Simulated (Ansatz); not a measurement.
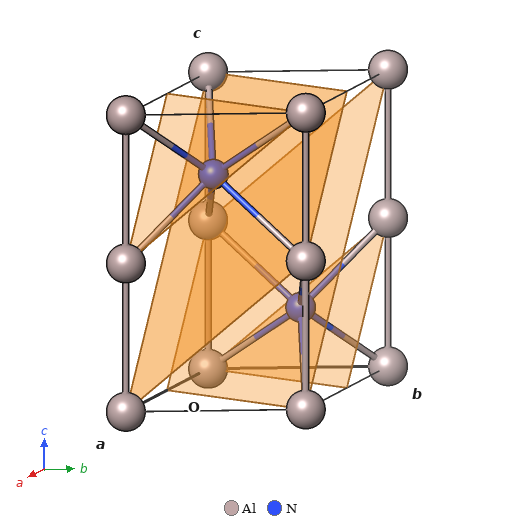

For AlN, coordinates from a relaxation with DFT, PBE, plane waves, PAW (Ansatz); the starting structure was generated, so it need not be a known form of this composition: every member of one family of equally spaced planes, hx + ky + lz = a whole number, that cuts the unit cell is shaded (one member passes through the origin O). Geometry calculated from the standardised cell; symmetry tolerance 0.002 Å.

a = 2.856 Å, b = 2.856 Å, c = 4.883 Å, α = 90.00°, β = 90.00°, γ = 120.00°.

Q: What are the Miller indices?

A: (2 −1 2), in four indices (2 −1 −1 2); the opposite sign names the same planes. The member next to the origin meets the axes a at 1/2, b at −1, c at 1/2.

Q: What is the spacing?

A: d = 1.233 Å.

Q: Which atoms of the cell lie in these planes (within 0.03 Å)?

A: all 2 Al.

Q: The space group is No. 194, P6₃/mmc. How many reflections hkl are equivalent to this one (itself included), and does it occur?

A: 12 reflections are equivalent in the Laue class 6/mmm. The space group allows the reflection.
